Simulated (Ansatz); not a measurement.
Input

```
crystal:
  lattice:
    - [2.0877952336, -2.0877952336, 0.0]
    - [2.0877952336, 0.0, -2.0877952336]
    - [10.438976168, 7.3072833176, 7.3072833176]
  atoms:
    - { symbol: Ta, position: [0.6250083333, 0.6250083333, 0.0833166667] }
    - { symbol: Ta, position: [-0.458325, -0.458325, 0.91665] }
    - { symbol: Ta, position: [0.2083416667, 0.2083416667, 0.2499833333] }
    - { symbol: Ta, position: [0.3750083333, 0.3750083333, 0.5833166667] }
    - { symbol: Ta, position: [-0.208325, -0.208325, 0.41665] }
    - { symbol: Ta, position: [-0.0416583333, -0.0416583333, 0.7499833333] }
basis:
  ecutwfc: 420
kpoints:
  mp_grid: { grid: [23, 23, 4] }
hamiltonian:
  xc: pbesol
scf:
  occupations: { method: gaussian, width: 0.15 }
output:
  forces: true
  stress: true
  eigenvalues: true
  write_density: true
  write_potential: true
  elf: true
  volumetric_format: npy
```

Command:

```sh
ansatz run input.yaml --threads 2 --pin off --max-ram 5120MiB --backend cpu --events-out ev --progress --plain --runs-dir out
```

Below, planes, directions and counts refer to the conventional cell (a = 5.11 Å, b = 2.95 Å, c = 14.69 Å, α = 90.00°, β = 100.02°, γ = 90.00°).

Space group C2/m; not relaxed (largest force 0.9 eV/Å).

Method: DFT PBEsol, scalar-relativistic, plane waves, PAW in Ansatz 0.2.0.

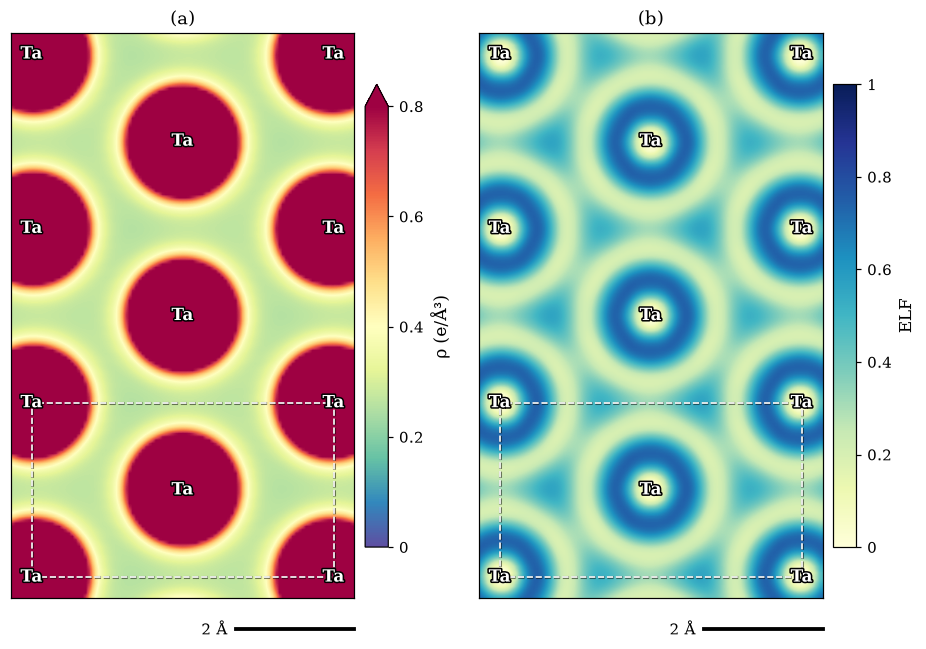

Ta. (a) valence charge density (pseudo); (b) electron localisation function on the (001) plane of the conventional cell.

In a PAW calculation such maps are meaningful between the atoms, not at the nuclei.

**Describe what can be read from this map.**

The section cuts through Ta sites.
Ta–Ta (2.95 Å): ρ is about 0.28 e/Å³ halfway; the ELF is about 0.30 at the midpoint.
Between the atoms the lowest density in this plane is 0.26 e/Å³.
The features right at Ta lie inside the PAW spheres, where the map follows smoothed inner orbitals and isn't to be read closely.
